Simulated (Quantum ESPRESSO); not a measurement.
**A series of single points on CoO**

System: CoO (2 atoms in the cell).
Method: Kohn-Sham DFT of a periodic cell, PBE, PseudoDojo 0.5 SR PBE standard, spin-polarised (Quantum ESPRESSO 7.5).

The 7 runs differ only in the geometry, by an even scaling of the cell at fixed fractional positions. The total moment is held fixed by the input. The structure derives from a Materials Project entry.

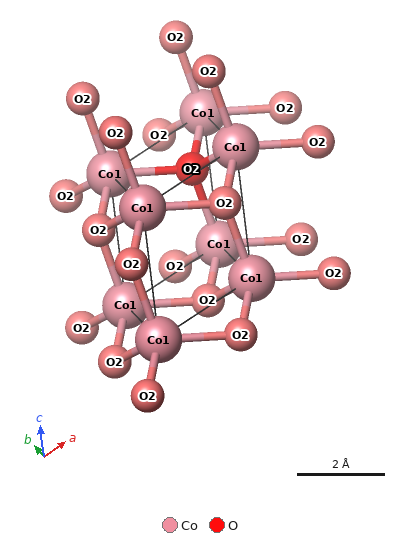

Figure 1. The structure of run 4 (ball-and-stick view of the cell of the calculation, seen slightly off an axis; neighbours outside the cell are drawn fainter; atoms are numbered from 1 in the order of the input).

## Input of run 4
```
&CONTROL
  calculation = 'scf'
  prefix = 'pwscf'
  outdir = './tmp'
  pseudo_dir = './pseudo'
  tprnfor = .true.
  tstress = .true.
  disk_io = 'nowf'
/
&SYSTEM
  ibrav = 0
  nat = 2
  ntyp = 2
  ecutwfc = 96
  nbnd = 21
  occupations = 'fixed'
  nspin = 2
  starting_magnetization(1) = 0.1176
  starting_magnetization(2) = 0
  tot_magnetization = 3
/
&ELECTRONS
  conv_thr = 4d-10
  electron_maxstep = 120
  mixing_beta = 0.3
/
ATOMIC_SPECIES
Co    58.9332 Co.upf
O     15.9990 O.upf
CELL_PARAMETERS angstrom
   1.6022198417    0.9250420569    2.5664708903
  -1.6022198417    0.9250420569    2.5664708903
   0.0000000000   -1.8500841138    2.5664708903
ATOMIC_POSITIONS crystal
Co     0.9989783200    0.9989783200    0.9989783200
O      0.7510210300    0.7510210300    0.7510210300
K_POINTS automatic
6 6 6 0 0 0
```

Command:
```bash
OMP_NUM_THREADS=1 pw.x -in pw.in > pw.out
```

Run 5 differs from it as follows:
```diff
-   1.6022198417    0.9250420569    2.5664708903
-  -1.6022198417    0.9250420569    2.5664708903
-   0.0000000000   -1.8500841138    2.5664708903
+   1.6128308784    0.9311683418    2.5834678816
+  -1.6128308784    0.9311683418    2.5834678816
+   0.0000000000   -1.8623366835    2.5834678816
```

## Results, with one run withheld

```tsv
run	volume per atom (Å³)	free energy per atom, from the lowest run given (meV)	pressure (GPa)
1	10.727	30.18	12.93
2	10.955	14.72	8.77
3	11.183	4.85	5.05
4	11.411	0.00	1.73
5	11.640	?	?
6	11.868	3.25	−3.90
7	12.096	10.45	−6.27
```

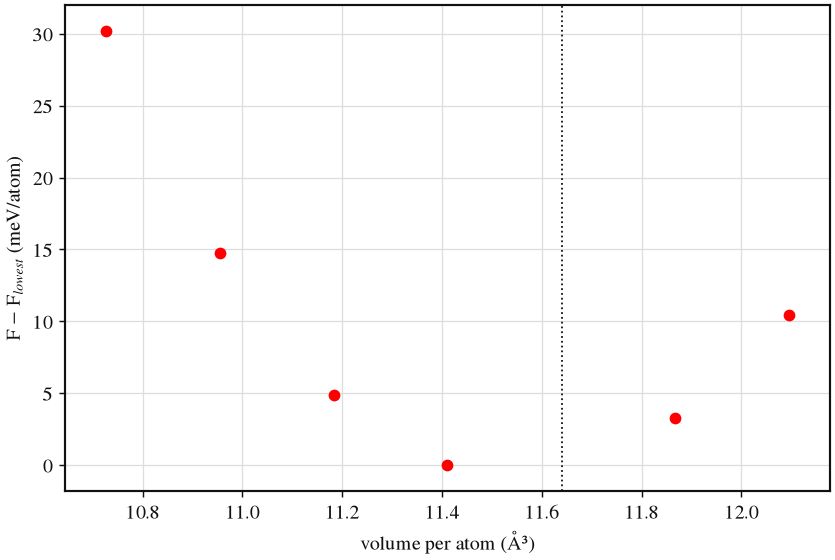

Figure 2. Free energy per atom of the runs given; the dotted line marks run 5.

Estimate the energy of run 5 from the others.

A cubic polynomial in V^(−2/3) (the Birch–Murnaghan form), fitted to the 6 runs given, misses them by under 0.01 meV per atom. With x = V^(−2/3) − 0.19793 Å⁻², it reads F = 0.73829 + 1368.5 x + 3.183e+05 x² + 5.4671e+05 x³ (meV per atom). At run 5 it gives −0.38 meV per atom, and the run itself gives −0.38. The slope of the fit gives a pressure −dF/dV of −1.20 GPa there, and the run prints −1.24 GPa. The fit has its minimum at 11.545 Å³ per atom, where V d²F/dV² gives 149 GPa. Cell shape and fractional positions are held, so this is the stiffness under even scaling; the relaxed bulk modulus wasn't computed.

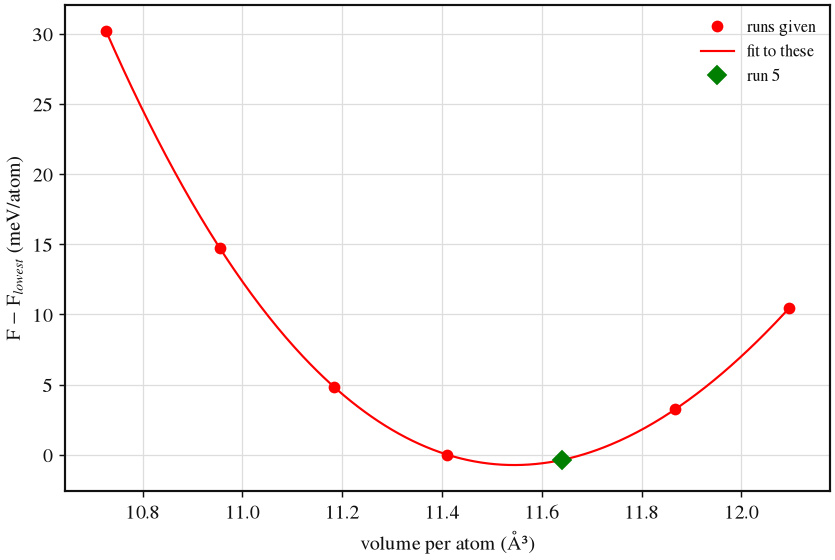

Figure 3. The fit and the withheld run.

## Some lines of the output (run 5)
```
[...]
     total energy              =    -339.08150572 Ry
     total energy              =    -339.08606146 Ry
     total energy              =    -339.08721722 Ry
     total energy              =    -339.08731661 Ry
     total energy              =    -339.08734827 Ry
     total energy              =    -339.08734959 Ry
     total energy              =    -339.08734970 Ry
     total energy              =    -339.08734974 Ry
     total energy              =    -339.08734975 Ry
     highest occupied, lowest unoccupied level (ev):    11.0438   10.9837
!    total energy              =    -339.08734975 Ry
     The total energy is the sum of the following terms:
     Computing stress (Cartesian axis) and pressure
          total   stress  (Ry/bohr**3)                   (kbar)     P=      -12.42
```

Notes on the run: the system is metallic, specify occupations.
